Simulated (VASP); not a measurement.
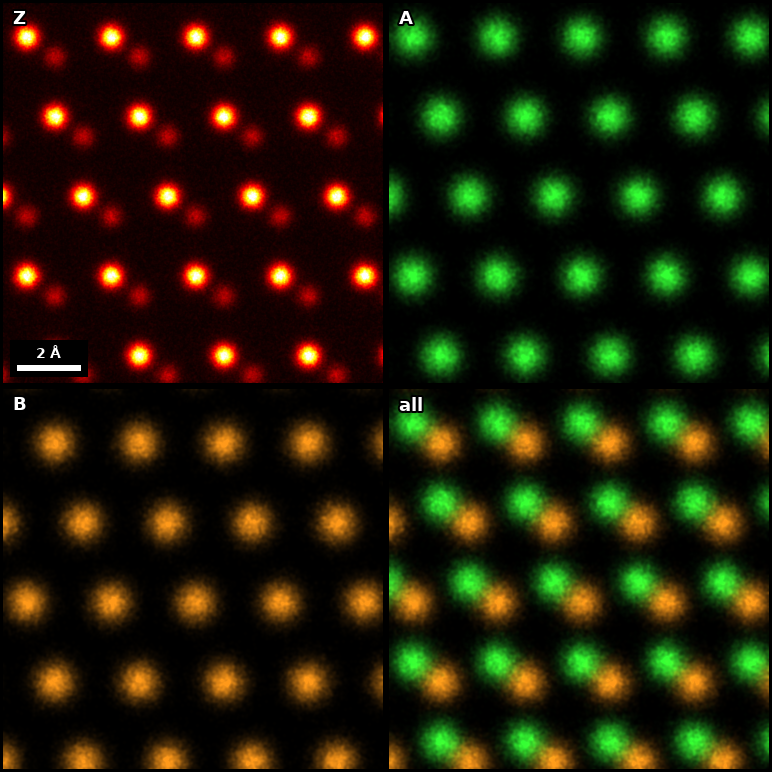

SiC (F-43m, No. 216) along [110]. Panel Z: Simulation: incoherent imaging, intensity Z^1.7 per atom, probe width 0.54 Å, thin sample. The probe carries 15 % of its weight in a tail 2.5 times as wide. Shot noise was added. The other panels are simulated element maps (the number of atoms of one element along the beam, blurred by 0.9 Å, with counting noise; each on its own scale, no channelling); the last overlays them. Model: coordinates from a relaxation with VASP, VASP Kohn-Sham DFT of a periodic cell, PBEsol, VASP PAW PBE potentials, recommended.

```cif
data_structure
_symmetry_space_group_name_H-M 'F-43m'
_symmetry_Int_Tables_number 216
_cell_length_a 4.3580
_cell_length_b 4.3580
_cell_length_c 4.3580
_cell_angle_alpha 90.000
_cell_angle_beta 90.000
_cell_angle_gamma 90.000
_cell_volume 82.77
loop_
_atom_site_label
_atom_site_type_symbol
_atom_site_symmetry_multiplicity
_atom_site_Wyckoff_symbol
_atom_site_fract_x
_atom_site_fract_y
_atom_site_fract_z
_atom_site_occupancy
Si1 Si 4 a 0.00000 0.00000 0.00000 1
C1 C 4 c 0.25000 0.75000 0.75000 1
```

Which element does each lettered map show?

Answer. A: Si, B: C. The projected cell (2.67 × 2.67 Å, 109°) holds 2 columns: 1 of Si and 1 of C. No column is shared by two of the mapped elements.
